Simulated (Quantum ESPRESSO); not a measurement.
## Energy of TiB2 along an even scaling of the cell

System: TiB2 (3 atoms in the cell).
Method: Kohn-Sham DFT of a periodic cell, PBEsol, GBRV 1.5 PBEsol, no spin polarisation (Quantum ESPRESSO 7.5).

The 7 runs differ only in the geometry, by an even scaling of the cell at fixed fractional positions. The structure derives from an entry of the Crystallography Open Database.

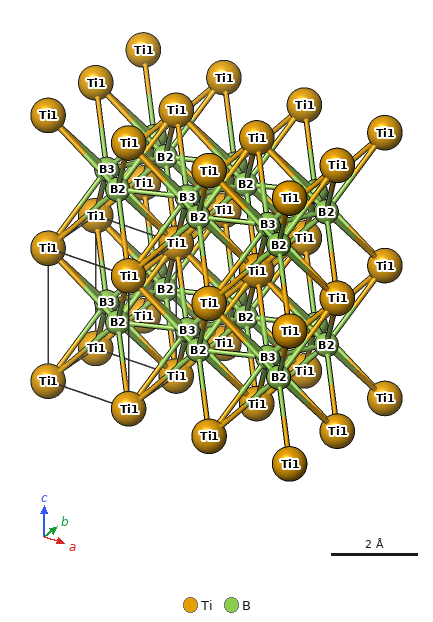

Figure 1. The structure of run 4 (ball-and-stick view of the cell of the calculation, repeated 3 × 2 × 2, seen slightly off an axis; atoms are numbered from 1 in the order of the input).

## Input of run 4
```
&CONTROL
  calculation = 'scf'
  prefix = 'pwscf'
  outdir = './tmp'
  pseudo_dir = './pseudo'
  tstress = .true.
  disk_io = 'nowf'
/
&SYSTEM
  ibrav = 0
  nat = 3
  ntyp = 2
  ecutwfc = 45
  ecutrho = 360
  nbnd = 15
  occupations = 'smearing'
  smearing = 'fd'
  degauss = 0.00367493
/
&ELECTRONS
  conv_thr = 6d-10
  electron_maxstep = 120
  mixing_beta = 0.5
/
ATOMIC_SPECIES
Ti    47.8670 ti_pbesol_v1.4.uspp.F.UPF
B     10.8100 b_pbesol_v1.4.uspp.F.UPF
CELL_PARAMETERS angstrom
   3.0292000000    0.0000000000    0.0000000000
  -1.5146000000    2.6233641531    0.0000000000
   0.0000000000    0.0000000000    3.2284000000
ATOMIC_POSITIONS crystal
Ti     0.0000000000    0.0000000000    0.0000000000
B      0.6666666667    0.3333333333    0.5000000000
B      0.3333333333    0.6666666667    0.5000000000
K_POINTS automatic
10 10 8 0 0 0
```

Command:
```bash
OMP_NUM_THREADS=1 mpirun -n 2 pw.x -nk 2 -in pw.in > pw.out
```

Run 2 differs from it as follows:
```diff
-   3.0292000000    0.0000000000    0.0000000000
-  -1.5146000000    2.6233641531    0.0000000000
-   0.0000000000    0.0000000000    3.2284000000
+   2.9882598462    0.0000000000    0.0000000000
+  -1.4941299231    2.5879089399    0.0000000000
+   0.0000000000    0.0000000000    3.1847676243
```

## Results, with one run withheld

| run | volume per atom (Å³) | free energy per atom, from the lowest run given (meV) | pressure (GPa) |
| --- | --- | --- | --- |
| 1 | 8.039 | 13.23 | 12.38 |
| 2 | 8.210 | ? | ? |
| 3 | 8.381 | 0.00 | 0.33 |
| 4 | 8.552 | 2.43 | −4.87 |
| 5 | 8.723 | 10.16 | −9.58 |
| 6 | 8.894 | 22.67 | −13.87 |
| 7 | 9.065 | 39.53 | −17.74 |

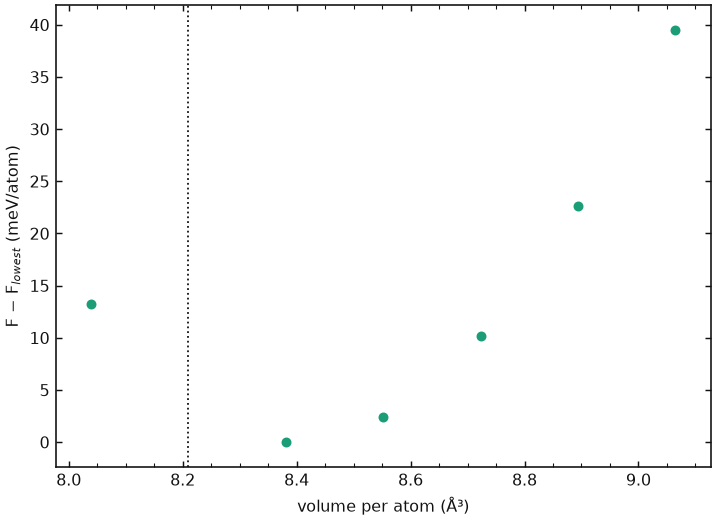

Figure 2. Free energy per atom of the runs given; the dotted line marks run 2.

Estimate the energy of run 2 from the others.

A cubic polynomial in V^(−2/3) (the Birch–Murnaghan form), fitted to the 6 runs given, misses them by under 0.01 meV per atom. With x = V^(−2/3) − 0.23827 Å⁻², it reads F = 4.0123 − 2078.7 x + 2.686e+05 x² − 87858 x³ (meV per atom). At run 2 it gives 3.39 meV per atom, and the run itself gives 3.40. The slope of the fit gives a pressure −dF/dV of 6.10 GPa there, and the run prints 6.06 GPa. The fit has its minimum at 8.392 Å³ per atom, where V d²F/dV² gives 266 GPa. Cell shape and fractional positions are held, so this is the stiffness under even scaling; the relaxed bulk modulus wasn't computed.

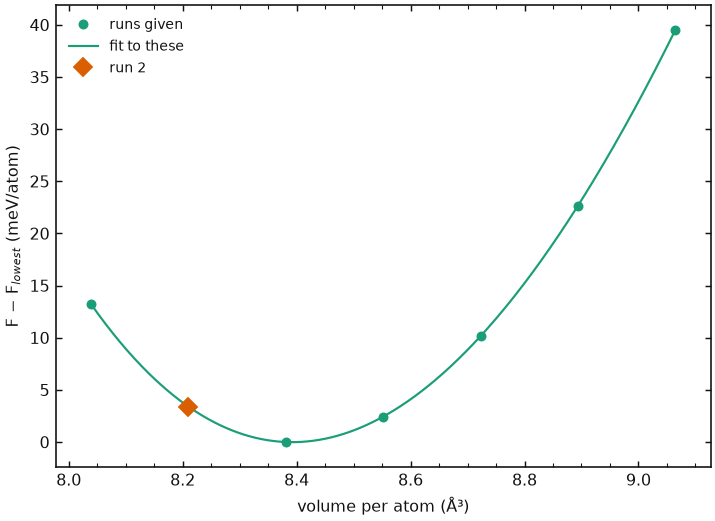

Figure 3. The fit and the withheld run.

## Some lines of the output (run 2)
```
[...]
     number of k points=    70  Fermi-Dirac smearing, width (Ry)=  0.0037
     total energy              =    -131.82293918 Ry
     total energy              =    -131.97698195 Ry
     total energy              =    -132.10273184 Ry
     total energy              =    -132.10720836 Ry
     total energy              =    -132.10740913 Ry
     total energy              =    -132.10741319 Ry
     total energy              =    -132.10741328 Ry
     total energy              =    -132.10741331 Ry
     the Fermi energy is    15.6795 ev
!    total energy              =    -132.10741331 Ry
     The total energy is F=E-TS. E is the sum of the following terms:
     Computing stress (Cartesian axis) and pressure
          total   stress  (Ry/bohr**3)                   (kbar)     P=       60.61
```

Notes on the run: negative rho.
